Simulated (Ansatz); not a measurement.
CuNi5

Input

```
crystal:
  lattice:
    - [2.4987442, 0.0, 0.0]
    - [0.0, 2.4987442, 0.0]
    - [0.0, 0.0, 10.6177009]
  atoms:
    - { symbol: Cu, position: [0.5, 0.5, 0.5] }
    - { symbol: Ni, position: [0.0, 0.0, 0.672045], spin: 0.65 }
    - { symbol: Ni, position: [0.5, 0.5, 0.834971], spin: 0.78 }
    - { symbol: Ni, position: [0.0, 0.0, 0.0], spin: 0.8 }
    - { symbol: Ni, position: [0.5, 0.5, 0.165029], spin: 0.78 }
    - { symbol: Ni, position: [0.0, 0.0, 0.327955], spin: 0.65 }
basis:
  ecutwfc: 420
kpoints:
  mp_grid: { grid: [14, 14, 4] }
hamiltonian:
  xc: pbe
scf:
  occupations: { method: gaussian, width: 0.1 }
output:
  forces: true
  stress: true
  eigenvalues: true
  populations: true
  write_density: true
  write_potential: true
  elf: true
  volumetric_format: npy
magnetization:
  spin_polarized: true
relax:
  adjacent_minimum: "off"
  f_tol: 0.01
  max_steps: 80
  cell: { stress_tol: 0.05 }
```

Command:

```sh
ansatz run input.yaml --threads 4 --pin off --max-ram 8192MiB --backend cpu --events-out ev --progress --plain --runs-dir out
```

Below, planes, directions and counts refer to the conventional cell (a = 2.50 Å, b = 2.50 Å, c = 10.62 Å, α = 90.00°, β = 90.00°, γ = 90.00°).

Space group P4/mmm; a structure generated by program, which may or may not match a known phase; spin-polarised.

Theory: DFT PBE, scalar-relativistic, plane waves, PAW (Ansatz 0.2.0).

In a PAW calculation such maps are meaningful between the atoms, not at the nuclei.

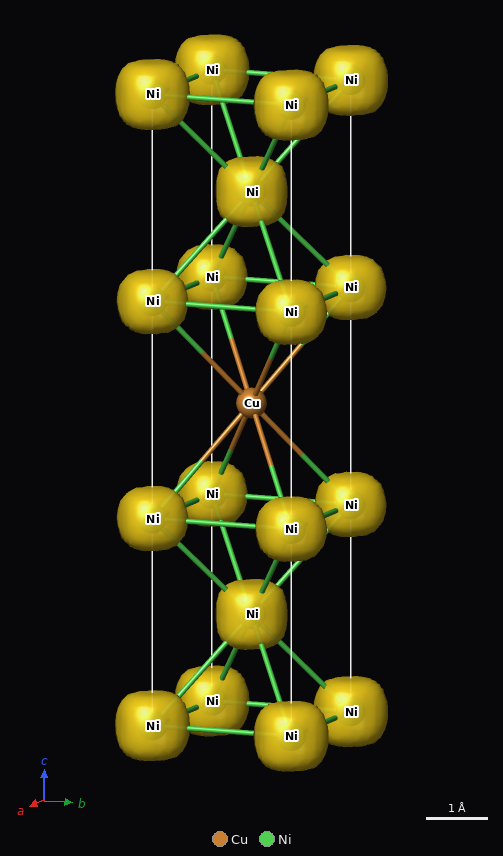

Figure 1. Isosurface of the magnetisation density (up minus down) at +0.15 e/Å³ (yellow), seen slightly off an axis. Sticks mark near contacts.

### Where is the spin, and how is it ordered?

The spin density sits on Ni: +0.7 μB (×3) and +0.5 μB (×2) in one cell of 6 atoms: parallel main moments (a ferromagnetic arrangement) in this solution. The cell of the calculation (6 atoms) carries 2.9 μB of net spin moment.

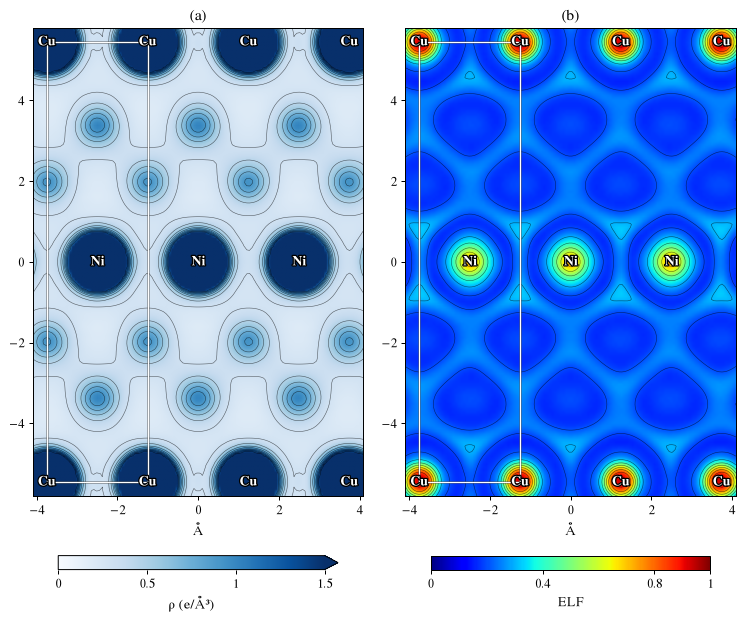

Figure 2. (a) valence electron density; (b) electron localisation function on the (101) plane of the conventional cell.

### Read the bonding off the picture.

Atoms in the plane: Cu and Ni.
Atoms just off the plane (Ni, 0.8 Å away) can leave unmarked features too.
Ni–Ni (2.50 Å): the density is about 0.31 e/Å³ at the midpoint; the ELF is about 0.25 at the midpoint (no shared electron pair shows on this line).
Cu–Cu (2.50 Å): the density is about 0.33 e/Å³ at the midpoint; the ELF is about 0.20 at the midpoint: no shared electron pair shows on this line.
Between the atoms the lowest density in this plane is 0.19 e/Å³.
The features right at Cu and Ni lie inside the PAW spheres, where the map follows smoothed inner orbitals and isn't to be read closely.

### Does the calculation make it a metal, or give it a gap?

It is gapless in this calculation (a metal or semimetal).
